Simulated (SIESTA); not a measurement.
## Energy of AlN along an even scaling of the cell

System: AlN (P6₃/mmc, 4 atoms in the cell).
Method: Kohn-Sham DFT of a periodic cell, LDA, PseudoDojo 0.4 standard, converted to PSML, no spin polarisation (SIESTA 5.4.2).

The 7 runs differ only in the geometry, by an even scaling of the cell at fixed fractional positions. The structure derives from a Materials Project entry.

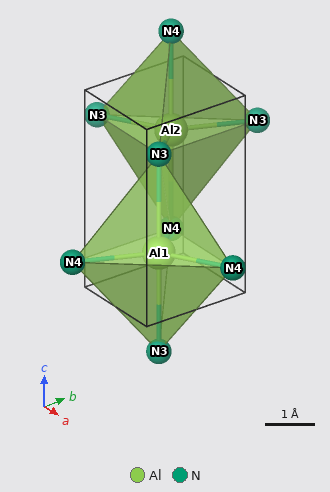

Figure 1. The structure of run 4 (polyhedral view of the cell of the calculation, seen slightly off an axis; polyhedra are completed across the faces of the cell; atoms are numbered from 1 in the order of the input). An atom can appear more than once, as a periodic image.

### Input of run 4
```
SystemName                      AlN
SystemLabel                     AlN
NumberOfSpecies                 2
NumberOfAtoms                   4
%block ChemicalSpeciesLabel
  1  13 Al
  2   7 N
%endblock ChemicalSpeciesLabel

LatticeConstant                 1.0 Ang
%block LatticeVectors
     3.3121157418     0.0000000000     0.0000000000
    -1.6560578709     2.8683763727     0.0000000000
     0.0000000000     0.0000000000     4.1875630000
%endblock LatticeVectors
AtomicCoordinatesFormat         Fractional
%block AtomicCoordinatesAndAtomicSpecies
     0.6666666667     0.3333333333     0.2500000000  1  Al
     0.3333333333     0.6666666667     0.7500000000  1  Al
     0.6666666667     0.3333333333     0.7500000000  2  N
     0.3333333333     0.6666666667     0.2500000000  2  N
%endblock AtomicCoordinatesAndAtomicSpecies

%block kgrid.MonkhorstPack
    9   0   0  0.0
    0   9   0  0.0
    0   0   7  0.0
%endblock kgrid.MonkhorstPack
XC.Functional                   LDA
XC.Authors                      PW92
PAO.BasisSize                   DZP
PAO.EnergyShift                 0.003 Ry
Mesh.Cutoff                     800 Ry
OccupationFunction              FD
ElectronicTemperature           0.05 eV
MaxSCFIterations                120
SCF.MustConverge                false
SCF.Mixer.Method                Pulay
SCF.Mixer.Weight                0.25
SCF.Mixer.History               8
SCF.DM.Tolerance                5.0e-05
SCF.H.Tolerance                 1.0e-03 eV
WriteForces                     true
Charge.Mulliken                 end
```

Command:
```bash
siesta AlN.fdf > AlN.out 2>&1
```

Lattice vectors (Å) and fractional positions of run 4:
```
   3.312116    0.000000    0.000000
  -1.656058    2.868376    0.000000
   0.000000    0.000000    4.187563
Al  0.666667  0.333333  0.250000
Al  0.333333  0.666667  0.750000
N   0.666667  0.333333  0.750000
N   0.333333  0.666667  0.250000
```

Run 2 differs from it as follows:
```diff
-     3.3121157418     0.0000000000     0.0000000000
-    -1.6560578709     2.8683763727     0.0000000000
-     0.0000000000     0.0000000000     4.1875630000
+     3.2673519336     0.0000000000     0.0000000000
+    -1.6336759668     2.8296097776     0.0000000000
+     0.0000000000     0.0000000000     4.1309673730
```

### Results, with one run withheld

```csv
run,volume per atom (Å³),"free energy per atom, from the lowest run given (meV)",pressure (GPa),gap on the mesh (eV)
1,9.349,3.86,6.28,3.84
2,9.548,?,?,?
3,9.747,0.00,−2.85,3.75
4,9.946,6.08,−6.82,3.59
5,10.145,16.83,−10.41,3.43
6,10.344,31.83,−13.66,3.27
7,10.543,50.70,−16.65,3.11
```

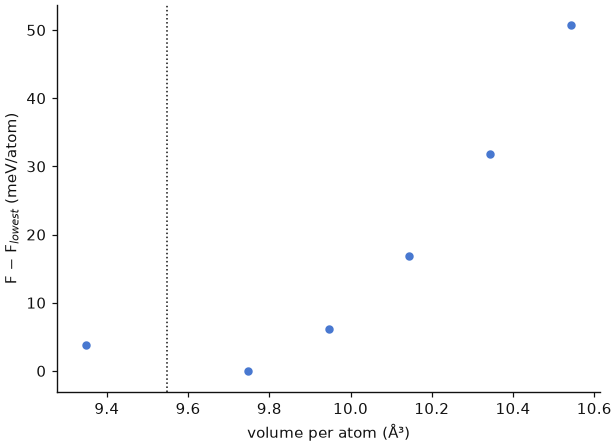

Figure 2. Free energy per atom of the runs given; the dotted line marks run 2.

Estimate the energy of run 2 from the others.

A cubic polynomial in V^(−2/3) (the Birch–Murnaghan form), fitted to the 6 runs given, misses them by under 0.01 meV per atom. With x = V^(−2/3) − 0.21545 Å⁻², it reads F = 8.5273 − 3404.3 x + 2.9867e+05 x² − 2.01e+05 x³ (meV per atom). At run 2 it gives −0.91 meV per atom, and the run itself gives −0.91. The slope of the fit gives a pressure −dF/dV of 1.48 GPa there, and the run prints 1.51 GPa. The fit has its minimum at 9.613 Å³ per atom, where V d²F/dV² gives 214 GPa. Cell shape and fractional positions are held, so this is the stiffness under even scaling; the relaxed bulk modulus wasn't computed. The gap on the mesh goes, without turning, from 3.84 eV in run 1 to 3.11 eV in run 7; run 2 has 3.79 eV. These are gaps of this functional on this mesh, which can miss the band edges; they aren't the measured gap.

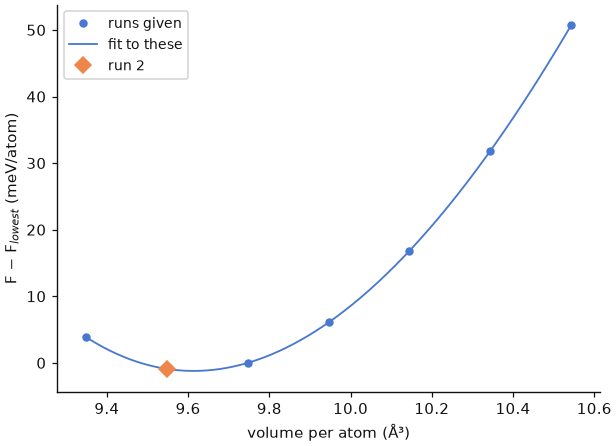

Figure 3. The fit and the withheld run.

### Some lines of the output (run 2)
```
[...]
outcell: Cell volume (Ang**3)        :     38.1922
stepf: Fermi-Dirac step function
siesta: Etot    =      -692.098764
siesta: FreeEng =      -692.098764
        iscf     Eharris(eV)        E_KS(eV)     FreeEng(eV)     dDmax    Ef(eV) dHmax(eV)
siesta: E_KS(eV) =             -697.8752
siesta: E_KS - E_eggbox =      -697.8752
siesta: Etot    =      -697.875232
siesta: FreeEng =      -697.875232
siesta:         Fermi =      -5.299868
siesta: Cell volume =         38.192161 Ang**3
    Orbital volume contribution        =           4.439668 eV
```

Notes: Points of doubt noted for this run: mulliken charges of long orbitals. With a small basis of atomic orbitals these values can differ much from converged plane-wave results.
